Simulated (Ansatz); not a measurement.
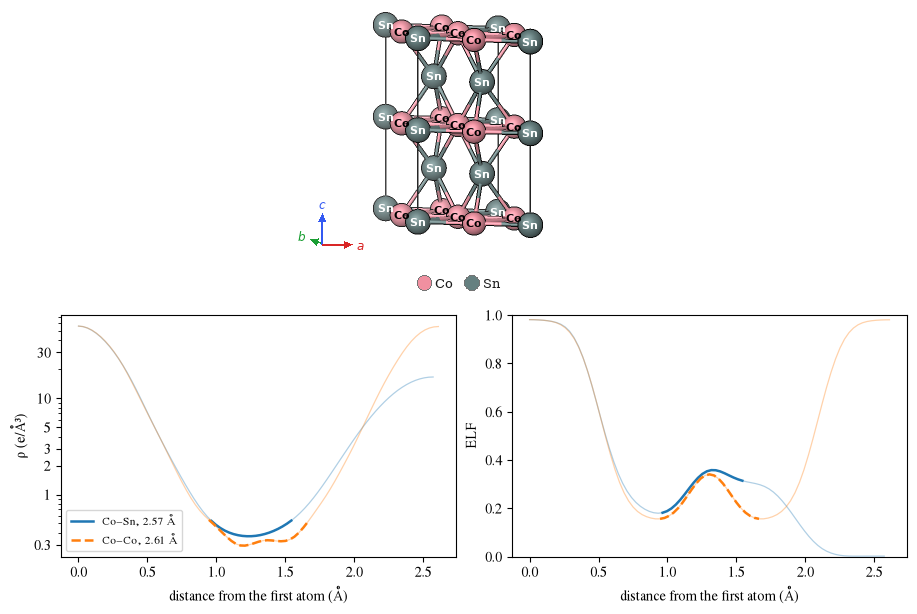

CoSn. Valence charge density (pseudo) and ELF along straight lines between neighbouring atoms. Thin, pale parts lie inside the atomic spheres. The structure is drawn too.

Space group P6/mmm; a structure from a database of computed crystals, not necessarily the ambient phase; computed without spin polarisation.

Computed with DFT PBEsol, scalar-relativistic, plane waves, PAW (Ansatz 0.2.0).

Core electrons are frozen (PAW), and the valence fields are smoothed inside the atomic spheres.

**What can be read from the curves?**

Co–Sn (2.57 Å): ρ is about 0.37 e/Å³ halfway; the ELF is about 0.35 at the midpoint.
Co–Co (2.61 Å): the density is about 0.32 e/Å³ at the midpoint; the ELF is about 0.35 at the midpoint.
